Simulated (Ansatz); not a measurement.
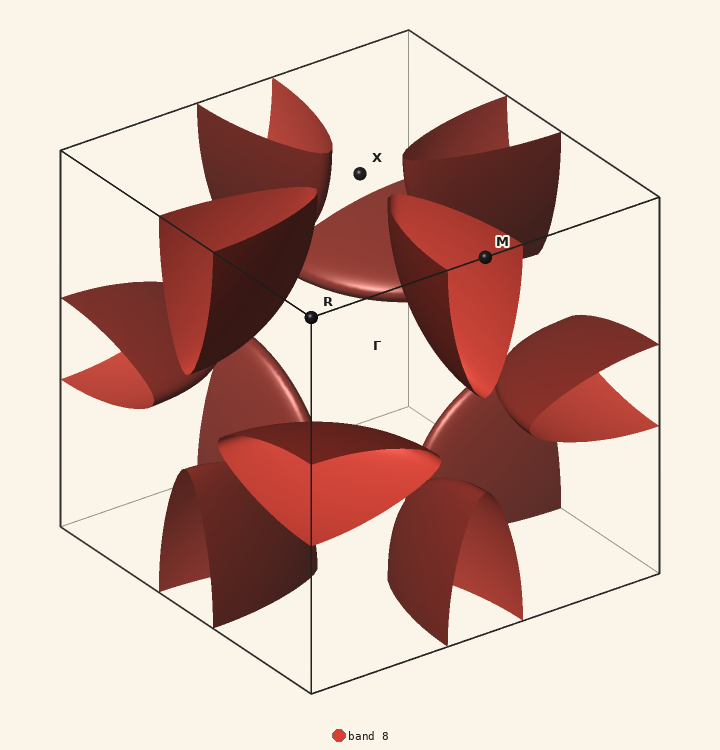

Constant-energy surfaces of KBr (Pm-3m), 0.20 eV below the valence-band maximum (one colour a band).

The calculation used Ansatz, DFT PBE, scalar-relativistic, plane waves, PAW; levels and slopes on a dense k mesh at the converged density. No spin polarisation. Mesh 30×30×30, interpolated with the band slopes. Cell and positions as given, without relaxation. The cell comes from a database of computed structures, not from a measurement.

Masses come from a second pass at points close to the extrema; at the energies drawn a band may no longer be parabolic.

Describe the band extrema that these surfaces surround.

Answer. Band 8 forms the valence edge. Within this energy: three equivalent maxima at M, principal masses 0.50, 3.74 and 3.74 mₑ.

And the gap?

Answer. The gap is indirect, 3.86 eV at this level of theory, which underestimates gaps and can reorder valleys that lie close.

Spin-orbit coupling, left out here, can change the gap, its kind, the place of the band edges and the masses, since the compound holds Br.

The run (self-consistency and the dense mesh) took 20 s on 1 thread of Intel(R) Xeon(R) Platinum 8488C (Sapphire Rapids) (shared host), peak memory 0.66 GiB.
